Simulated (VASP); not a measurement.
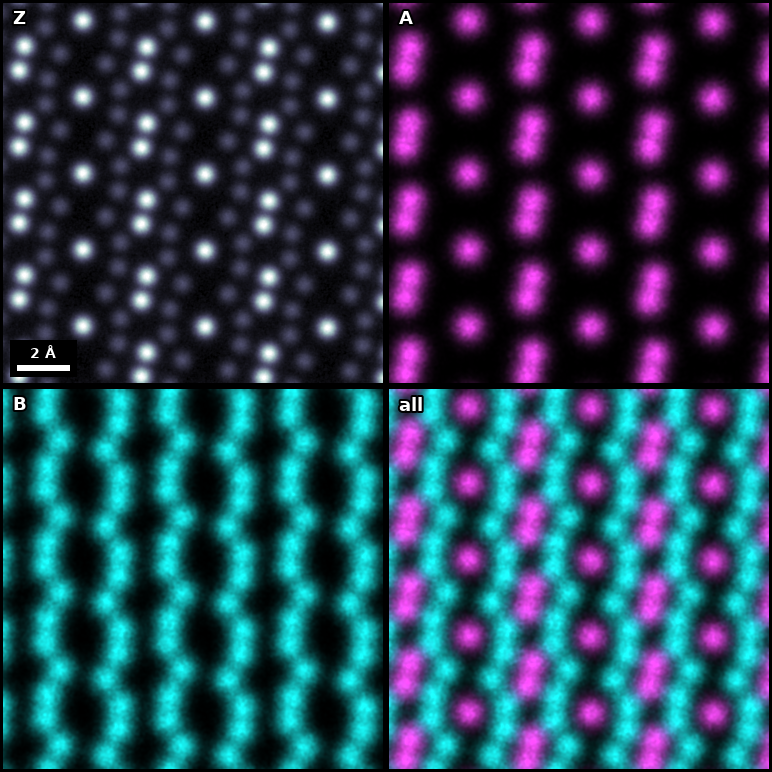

TiO2 (C2/m, No. 12) along [110]. Panel Z: Simulation: incoherent imaging, intensity Z^1.7 per atom, probe width 0.50 Å, thin sample. The probe carries 15 % of its weight in a tail 2.5 times as wide. The display is stretched by a gamma of 0.65; percentages refer to the linear signal. Shot noise was added. The other panels are simulated element maps (the number of atoms of one element along the beam, blurred by 0.9 Å, with counting noise; each on its own scale, no channelling); the last overlays them. Structure: the geometry relaxed with VASP Kohn-Sham DFT of a periodic cell, revPBE with D3(BJ), VASP PAW PBE potentials, recommended (VASP).

```
CELL_PARAMETERS angstrom
14.23946 0.00000 0.00000
0.00000 2.96722 0.00000
-0.18104 0.00000 4.65032
ATOMIC_POSITIONS crystal
Ti 0.50000 0.50000 0.50000
Ti 0.65913 0.00000 0.02225
Ti 0.84087 0.50000 0.97775
O 0.56351 0.00000 0.31245
O 0.72665 0.50000 0.21079
O 0.90159 0.00000 0.19245
O 0.59841 0.50000 0.80755
O 0.77335 0.00000 0.78921
O 0.93649 0.50000 0.68755
Ti 0.00000 0.00000 0.50000
Ti 0.15913 0.50000 0.02225
Ti 0.34087 0.00000 0.97775
O 0.06351 0.50000 0.31245
O 0.22665 0.00000 0.21079
O 0.40159 0.50000 0.19245
O 0.09841 0.00000 0.80755
O 0.27335 0.50000 0.78921
O 0.43649 0.00000 0.68755
```

### Which element does each lettered map show?

A: Ti, B: O. The projected cell (2.90 × 4.65 Å, 90°) holds 9 columns: 6 of O and 3 of Ti. No column is shared by two of the mapped elements.
